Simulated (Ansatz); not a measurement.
# Run report: Ni2Si, geometry relaxation (part 2 of 2)

The same run, continued: Ni2Si (Pnma, 12 atoms in the cell); DFT PBE, scalar-relativistic, plane waves, PAW, no spin polarisation (Ansatz 0.2.0); cutoff 420 eV, 4×6×4 k-mesh, Gaussian smearing of 0.1 eV. The structure derives from an entry of the Crystallography Open Database. It belongs to a series of runs on one base structure; here: structure reported for this formula (Pnma, No. 62).

Geometry of the input (Å; fractional positions):
```
4.9900  0.0000  0.0000
0.0000  3.7200  0.0000
0.0000  0.0000  7.0600
Si 0.2360  0.2500  0.3860
Si 0.2640  0.7500  0.8860
Si 0.7360  0.2500  0.1140
Si 0.7640  0.7500  0.6140
Ni 0.9580  0.2500  0.7970
Ni 0.5420  0.7500  0.2970
Ni 0.4580  0.2500  0.7030
Ni 0.0420  0.7500  0.2030
Ni 0.3250  0.2500  0.0630
Ni 0.1750  0.7500  0.5630
Ni 0.8250  0.2500  0.4370
Ni 0.6750  0.7500  0.9370
```

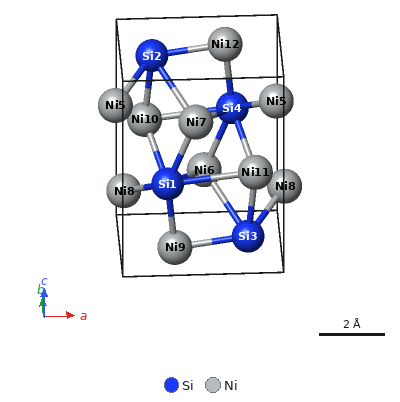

*The geometry at step 3 of the log (ball-and-stick view of the cell of the calculation, seen at an oblique angle; atoms are numbered from 1 in the order of the input).*

```
basis re-selected at this cell: Δ(F+E_penalty+E_count) = -3.615e-4 eV, ΔP = -0.003 GPa vs the last step (what re-selecting the basis moved, of the pressure what is left beyond the Pulay correction that the steps carried, after the strain that the cell walked since its last selection, with what the two solves' SCF thresholds leave and, on support functions, any second-order correction that the steps lacked; it is no measure of the basis error at this ecutwfc). The dense FFT grid was sized anew with the basis: this SCF ran on 36×27×48 points, the steps before it on 36×25×48, so part of this shift can come from that change (see relax.cell in the input reference). This SCF's stress stands 2.67e-1 GPa from its target on what of the cell is left free (relax.cell.stress_tol is 4.00e-1 GPa) and its largest allowed force component is 3.67e-2 eV/Å (relax.f_tol is 4.00e-2 eV/Å): within both
SCF converged after 6 iterations
Free energy (F): -49267.598754 eV
Harris-Foulkes:  -49267.598754 eV  (|F-HF|=1.46e-11)
Internal energy: -49267.571390 eV  (E = F + TS)
E sigma→0 (E₀):  -49267.585072 eV
Entropy (-TS):   -0.027364 eV (-2.280 meV/atom)
Fermi energy:    17.066334 eV
--- Per-component energies (eV) ---
  E_band       = -2319.019101
  E_kinetic    = 2455.543183
  E_local      = -31850.598352  (includes V_loc(G=0)·N_el)
  E_nonlocal   = 5197.217500
  E_hartree    = 13601.561414
  E_xc         = -910.983591
  E_vxc        = -1078.060049  (∫ρ·V_xc dr)
  E_paw        = -15106.812519  (= ΣΔE_a)
  E_vpaw       = -4246.247587  (= ΣTr[D̂ρ^β])
  E_aug_tail   = 0.004067  (compensation charges beyond the density's cutoff)
  E_ewald      = -22653.503092
  E_smearing   = -0.027364  (= −TS)
  E_closure    = -0.000000  (closes the sum)
  Σ components = -49267.598754   (vs F -49267.598754, Δ=0.00e0)
--- Forces (eV/Å), atoms counted from 1 ---
  atom   1  Si     0.00511953    -0.00000000     0.03673294
  atom   2  Si    -0.00511953     0.00000000     0.03673294
  atom   3  Si     0.00511953     0.00000000    -0.03673294
  atom   4  Si    -0.00511953     0.00000000    -0.03673294
  atom   5  Ni     0.02554262     0.00000000     0.03348475
  atom   6  Ni    -0.02554262     0.00000000     0.03348475
  atom   7  Ni     0.02554262     0.00000000    -0.03348475
  atom   8  Ni    -0.02554262     0.00000000    -0.03348475
  atom   9  Ni     0.00032431     0.00000000    -0.01316636
  atom  10  Ni    -0.00032431     0.00000000    -0.01316636
  atom  11  Ni     0.00032431     0.00000000     0.01316636
  atom  12  Ni    -0.00032431    -0.00000000     0.01316636
  max |Σ_I F_I| component: 3.47e-18 eV/Å
--- Stress (GPa, compression-positive) ---
        0.195898       0.000000       0.000000
        0.000000       0.236883       0.000000
        0.000000       0.000000       0.266970
  P = ⅓ Tr σ = 0.2333 GPa (2.333 kbar)
--- Band table (eV; the first three rows and the last of 36) ---
  k-point 0: bands = ["-86.4964", "-86.4959", "-86.4917", "-86.4917", "-86.3560", "-86.3556", "-86.3488", "-86.3487", "-46.9777", "-46.9750", "-46.9741", "-46.9697", "-46.9201", "-46.9081", "-46.8952", "-46.8851", "-46.8707", "-46.8685", "-46.8450", "-46.8429", "-46.8298", "-46.8285", "-46.8262", "-46.8255", "-46.7895", "-46.7847", "-46.7414", "-46.7413", "-46.7084", "-46.7016", "-46.6757", "-46.6743", "4.4151", "6.9796", "7.0362", "8.8870", "10.4581", "10.9216", "11.6536", "12.0100", "12.3076", "12.4739", "12.6570", "12.6928", "12.9272", "12.9858", "13.1669", "13.2704", "13.5907", "13.6774", "13.7706", "13.8482", "13.9110", "13.9709", "14.3398", "14.4664", "14.5062", "14.6422", "14.7575", "14.8358", "14.8877", "14.9230", "15.1094", "15.1565", "15.1698", "15.2076", "15.2099", "15.3496", "15.4447", "15.4633", "15.5015", "15.6947", "15.7185", "15.8419", "15.8690", "15.9700", "16.1169", "16.1384", "16.4552", "16.8714", "17.7334", "17.9467", "18.8311", "19.3206", "19.4644", "19.8999", "20.5206", "20.5226", "21.1787", "21.5671", "22.0968", "22.2113", "23.1873", "23.2615", "23.4722", "24.6716"]
  k-point 1: bands = ["-86.4963", "-86.4960", "-86.4917", "-86.4917", "-86.3559", "-86.3556", "-86.3488", "-86.3487", "-46.9776", "-46.9762", "-46.9727", "-46.9700", "-46.9189", "-46.9108", "-46.8928", "-46.8860", "-46.8704", "-46.8689", "-46.8447", "-46.8432", "-46.8296", "-46.8288", "-46.8260", "-46.8256", "-46.7888", "-46.7854", "-46.7414", "-46.7413", "-46.7073", "-46.7025", "-46.6755", "-46.6745", "4.5951", "5.9580", "8.0622", "8.8910", "10.5293", "11.0649", "11.2798", "11.9067", "12.2696", "12.3776", "12.6948", "12.8242", "12.9618", "13.0092", "13.1032", "13.3678", "13.5557", "13.5631", "13.6310", "13.7597", "14.0033", "14.2363", "14.2515", "14.3867", "14.4028", "14.5824", "14.8232", "14.8371", "14.9202", "14.9258", "15.1357", "15.1751", "15.1869", "15.3326", "15.3437", "15.3789", "15.4133", "15.5361", "15.5387", "15.7262", "15.7388", "15.7686", "15.8927", "16.0504", "16.0929", "16.3040", "16.4676", "16.7947", "17.2564", "18.0268", "18.2927", "18.3768", "20.2636", "20.3754", "20.9014", "20.9576", "20.9622", "21.5819", "21.7582", "22.7964", "23.1901", "23.4831", "23.5502", "24.3043"]
  k-point 2: bands = ["-86.4961", "-86.4961", "-86.4917", "-86.4917", "-86.3558", "-86.3558", "-86.3487", "-86.3487", "-46.9771", "-46.9771", "-46.9711", "-46.9711", "-46.9154", "-46.9154", "-46.8888", "-46.8888", "-46.8697", "-46.8697", "-46.8439", "-46.8439", "-46.8293", "-46.8293", "-46.8257", "-46.8257", "-46.7871", "-46.7871", "-46.7414", "-46.7414", "-46.7049", "-46.7049", "-46.6750", "-46.6750", "5.1230", "5.1230", "8.7341", "8.7341", "10.7756", "10.7756", "11.4996", "11.4996", "12.3770", "12.3770", "12.5699", "12.5699", "13.1153", "13.1153", "13.2416", "13.2416", "13.5129", "13.5129", "13.6161", "13.6161", "14.1167", "14.1167", "14.3280", "14.3280", "14.5518", "14.5518", "14.9126", "14.9126", "14.9247", "14.9247", "15.1166", "15.1166", "15.2712", "15.2712", "15.3688", "15.3688", "15.5184", "15.5184", "15.6319", "15.6319", "15.9719", "15.9719", "16.0028", "16.0028", "16.0195", "16.0195", "16.6772", "16.6772", "17.2570", "17.2570", "18.4127", "18.4127", "20.0161", "20.0161", "20.9814", "20.9814", "21.5088", "21.5088", "22.9337", "22.9337", "23.5616", "23.5616", "24.1080", "24.1080"]
  k-point 35: bands = ["-86.4938", "-86.4938", "-86.4938", "-86.4938", "-86.3524", "-86.3524", "-86.3524", "-86.3524", "-46.9746", "-46.9746", "-46.9746", "-46.9746", "-46.9048", "-46.9048", "-46.9048", "-46.9048", "-46.8638", "-46.8638", "-46.8638", "-46.8638", "-46.8192", "-46.8192", "-46.8192", "-46.8192", "-46.7613", "-46.7613", "-46.7613", "-46.7613", "-46.6923", "-46.6923", "-46.6923", "-46.6923", "7.8712", "7.8712", "7.8712", "7.8712", "9.9678", "9.9678", "9.9678", "9.9678", "12.6655", "12.6655", "12.6655", "12.6655", "13.1112", "13.1112", "13.1112", "13.1112", "13.6961", "13.6961", "13.6961", "13.6961", "14.1157", "14.1157", "14.1157", "14.1157", "14.5119", "14.5119", "14.5119", "14.5119", "14.8928", "14.8928", "14.8928", "14.8928", "15.1119", "15.1119", "15.1119", "15.1119", "15.3331", "15.3331", "15.3331", "15.3331", "15.6358", "15.6358", "15.6358", "15.6358", "16.3538", "16.3538", "16.3538", "16.3538", "17.5381", "17.5381", "17.5381", "17.5381", "19.6037", "19.6037", "19.6037", "19.6037", "22.3986", "22.3986", "22.3986", "22.3986", "23.8200", "23.8200", "23.8200", "23.8200"]
--- Relaxed structure (4 steps of the walk, 4 accepted, 1 SCFs on fresh bases) ---
  F+E_penalty+E_count = -49267.59875396 eV   max|allowed force component| = 3.673e-2 eV/Å   (the final SCF, on the basis selected at the relaxed cell)
  cell:  # Å, volume = 132.1589 Å³
    - [4.98929672249521, 0.0, 0.0]
    - [0.0, 3.744200908540339, 0.0]
    - [0.0, 0.0, 7.0745342760605645]
  atoms:
    - { symbol: Si, position: [0.288842094798464, 0.25, 0.385861253762238] }
    - { symbol: Si, position: [0.21115790520153604, 0.7500000000000001, 0.8858612537622382] }
    - { symbol: Si, position: [0.7888420947984639, 0.25, 0.11413874623776187] }
    - { symbol: Si, position: [0.7111579052015362, 0.7500000000000001, 0.6141387462377615] }
    - { symbol: Ni, position: [0.9589559420469926, 0.25, 0.7940101345248362] }
    - { symbol: Ni, position: [0.5410440579530074, 0.7500000000000001, 0.294010134524836] }
    - { symbol: Ni, position: [0.4589559420469927, 0.25, 0.7059898654751636] }
    - { symbol: Ni, position: [0.04104405795300729, 0.7500000000000001, 0.20598986547516387] }
    - { symbol: Ni, position: [0.32864089579967704, 0.25, 0.06041616950268844] }
    - { symbol: Ni, position: [0.171359104200323, 0.7500000000000001, 0.5604161695026884] }
    - { symbol: Ni, position: [0.8286408957996769, 0.25, 0.43958383049731137] }
    - { symbol: Ni, position: [0.6713591042003231, 0.7500000000000001, 0.9395838304973114] }
```

## Trajectory as extended XYZ (Å, eV, eV/Å), 5 frames, from step=1 to step=5
```
12
Lattice="4.9900 0.0000 0.0000 0.0000 3.7200 0.0000 0.0000 0.0000 7.0600" Properties=species:S:1:pos:R:3:forces:R:3 step=1 energy=-49266.37395 pressure_GPa=7.89
Si    1.1776    0.9300    2.7252    2.7035   0.0000  -0.6941
Si    1.3174    2.7900    6.2552   -2.7035   0.0000  -0.6941
Si    3.6726    0.9300    0.8048    2.7035   0.0000   0.6941
Si    3.8124    2.7900    4.3348   -2.7035   0.0000   0.6941
Ni    4.7804    0.9300    5.6268    0.5094   0.0000   0.2476
Ni    2.7046    2.7900    2.0968   -0.5094   0.0000   0.2476
Ni    2.2854    0.9300    4.9632    0.5094   0.0000  -0.2476
Ni    0.2096    2.7900    1.4332   -0.5094   0.0000  -0.2476
Ni    1.6218    0.9300    0.4448   -1.4692   0.0000  -0.0906
Ni    0.8732    2.7900    3.9748    1.4692   0.0000  -0.0906
Ni    4.1167    0.9300    3.0852   -1.4692   0.0000   0.0906
Ni    3.3683    2.7900    6.6152    1.4692   0.0000   0.0906
12
Lattice="5.0544 0.0000 0.0000 0.0000 3.7238 0.0000 0.0000 0.0000 7.0554" Properties=species:S:1:pos:R:3:forces:R:3 step=2 energy=-49267.09521 pressure_GPa=2.67
Si    1.2609    0.9310    2.7056    1.5229   0.0000  -0.3333
Si    1.2663    2.7929    6.2333   -1.5229   0.0000  -0.3333
Si    3.7882    0.9310    0.8222    1.5229   0.0000   0.3333
Si    3.7935    2.7929    4.3499   -1.5229   0.0000   0.3333
Ni    4.8417    0.9310    5.6242    0.3822   0.0000   0.2253
Ni    2.7399    2.7929    2.0965   -0.3822   0.0000   0.2253
Ni    2.3145    0.9310    4.9589    0.3822   0.0000  -0.2253
Ni    0.2127    2.7929    1.4312   -0.3822   0.0000  -0.2253
Ni    1.6485    0.9310    0.4309   -0.6108   0.0000  -0.0104
Ni    0.8787    2.7929    3.9586    0.6108   0.0000  -0.0104
Ni    4.1757    0.9310    3.0968   -0.6108   0.0000   0.0104
Ni    3.4059    2.7929    6.6245    0.6108   0.0000   0.0104
12
Lattice="4.9959 0.0000 0.0000 0.0000 3.7630 0.0000 0.0000 0.0000 7.0552" Properties=species:S:1:pos:R:3:forces:R:3 step=3 energy=-49267.57267 pressure_GPa=0.03
Si    1.4422    0.9407    2.7469    0.0094   0.0000  -0.0784
Si    1.0557    2.8222    6.2745   -0.0094   0.0000  -0.0784
Si    3.9402    0.9407    0.7807    0.0094   0.0000   0.0784
Si    3.5537    2.8222    4.3083   -0.0094   0.0000   0.0784
Ni    4.8145    0.9407    5.6303   -0.0706   0.0000  -0.1744
Ni    2.6794    2.8222    2.1027    0.0706   0.0000  -0.1744
Ni    2.3165    0.9407    4.9525   -0.0706   0.0000   0.1744
Ni    0.1814    2.8222    1.4249    0.0706   0.0000   0.1744
Ni    1.6682    0.9407    0.4489   -0.1505   0.0000  -0.1043
Ni    0.8297    2.8222    3.9765    0.1505   0.0000  -0.1043
Ni    4.1662    0.9407    3.0787   -0.1505   0.0000   0.1043
Ni    3.3277    2.8222    6.6063    0.1505   0.0000   0.1043
12
Lattice="4.9893 0.0000 0.0000 0.0000 3.7442 0.0000 0.0000 0.0000 7.0745" Properties=species:S:1:pos:R:3:forces:R:3 step=4 energy=-49267.59839 pressure_GPa=0.24
Si    1.4411    0.9361    2.7298    0.0051   0.0000   0.0367
Si    1.0535    2.8082    6.2671   -0.0051   0.0000   0.0367
Si    3.9358    0.9361    0.8075    0.0051   0.0000  -0.0367
Si    3.5482    2.8082    4.3447   -0.0051   0.0000  -0.0367
Ni    4.7845    0.9361    5.6173    0.0255   0.0000   0.0334
Ni    2.6994    2.8082    2.0800   -0.0255   0.0000   0.0334
Ni    2.2899    0.9361    4.9946    0.0255   0.0000  -0.0334
Ni    0.2048    2.8082    1.4573   -0.0255   0.0000  -0.0334
Ni    1.6397    0.9361    0.4274    0.0004   0.0000  -0.0131
Ni    0.8550    2.8082    3.9647   -0.0004   0.0000  -0.0131
Ni    4.1343    0.9361    3.1099    0.0004   0.0000   0.0131
Ni    3.3496    2.8082    6.6471   -0.0004   0.0000   0.0131
12
Lattice="4.9893 0.0000 0.0000 0.0000 3.7442 0.0000 0.0000 0.0000 7.0745" Properties=species:S:1:pos:R:3:forces:R:3 step=5 energy=-49267.59875 pressure_GPa=0.23
Si    1.4411    0.9361    2.7298    0.0051   0.0000   0.0367
Si    1.0535    2.8082    6.2671   -0.0051   0.0000   0.0367
Si    3.9358    0.9361    0.8075    0.0051   0.0000  -0.0367
Si    3.5482    2.8082    4.3447   -0.0051   0.0000  -0.0367
Ni    4.7845    0.9361    5.6173    0.0255   0.0000   0.0335
Ni    2.6994    2.8082    2.0800   -0.0255   0.0000   0.0335
Ni    2.2899    0.9361    4.9946    0.0255   0.0000  -0.0335
Ni    0.2048    2.8082    1.4573   -0.0255   0.0000  -0.0335
Ni    1.6397    0.9361    0.4274    0.0003   0.0000  -0.0132
Ni    0.8550    2.8082    3.9647   -0.0003   0.0000  -0.0132
Ni    4.1343    0.9361    3.1099    0.0003   0.0000   0.0132
Ni    3.3496    2.8082    6.6471   -0.0003   0.0000   0.0132
```
